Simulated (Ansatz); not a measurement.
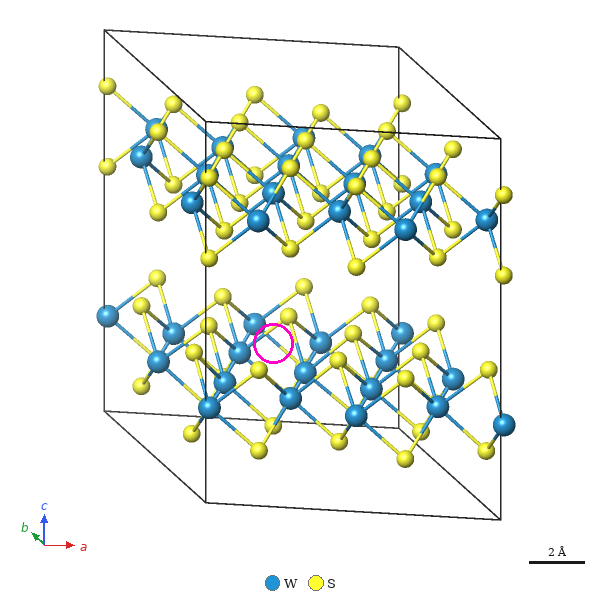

The structure above is drawn in ball-and-stick style and viewed from a general direction. The edges of the supercell are marked. The host is WS$_{2}$, in a cell of 72 sites, and the cell carries a charge of -1. A ring marks the defect's site.

Question: What defect is present?

Answer: A sulfur vacancy. Around the empty site lie three W at about 2.4 Å.

The calculation used DFT PBE, scalar-relativistic, plane waves, PAW in Ansatz, with a 420 eV plane-wave basis, a 2×2×2 grid in reciprocal space, Gaussian smearing of 0.01 eV, collinear spins.

Question: Does the calculation give a net moment?

Answer: Yes, 1.0 μB in the cell.

The atoms were relaxed in the host's cell with Ansatz, DFT PBE, scalar-relativistic, plane waves, PAW.
